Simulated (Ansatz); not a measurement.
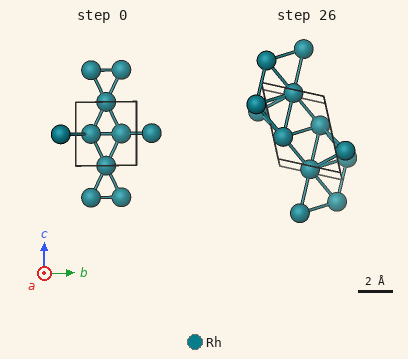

The structure of crystalline Rh (built on the random type) (coarse preliminary run) before (left) and after (right) a relaxation, at one scale.

Style: ball-and-stick. Shown: the cell of the calculation, along the a axis.

Case: random cell with space group P-1 (No. 2).

Level of theory: DFT PBE, scalar-relativistic, plane waves, PAW in Ansatz 0.2.0. Settings: plane-wave cutoff 420 eV; k-point mesh 6 × 6 × 4; occupations gaussian; smearing width 0.1 eV; no spin polarisation; cell and atoms relaxed; force threshold 0.04 eV/Å; at most 70 steps.

Question: What changed between the two?

Answer: The largest moves relative to the cell, 0.79 Å, are those of Rh atoms. The drawn cell changes as follows: a 3.268 → 2.727 Å (−16.5 %), b 3.637 → 3.804 Å (+4.6 %), c 3.791 → 4.688 Å (+23.6 %), α 89.0° → 113.9°, β 87.8° → 73.1°, γ 82.6° → 90.0°; the volume changes by −5.6 %. Near-neighbour distances that change, for instance: Rh–Rh 4.763 → 2.709 Å, Rh–Rh 4.161 → 2.704 Å, Rh–Rh 3.635 → 2.704 Å, Rh–Rh 1.855 → 2.704 Å. New bonds form: Rh–Rh (3.36 → 2.70 Å), Rh–Rh (3.41 → 2.70 Å), Rh–Rh (3.64 → 2.70 Å), Rh–Rh (4.16 → 2.70 Å). Among the angles between lasting bonds that change: Rh–Rh–Rh 111.2° → 180.0°, Rh–Rh–Rh 111.2° → 59.9°, Rh–Rh–Rh 139.8° → 89.4°. The space group (tolerance 0.01 Å) goes from P-1 (No. 2) to Immm (No. 71). The energy falls by 15.090 eV per cell of the calculation in 23 accepted moves (26 points after the start). Largest force component: 21 eV/Å at the start, 0.00058 eV/Å at the end. The pressure goes from 161.37 to 0.10 GPa. The line search rejected the trial step at point 11 of the run. The SCF was repeated twice at an unchanged geometry on a basis and grid sized afresh for the cell, which shifted the energy by 0.505 eV per cell of the calculation at most.

Limits of the set-up: the k-point mesh is coarse for a cell with partly filled bands.
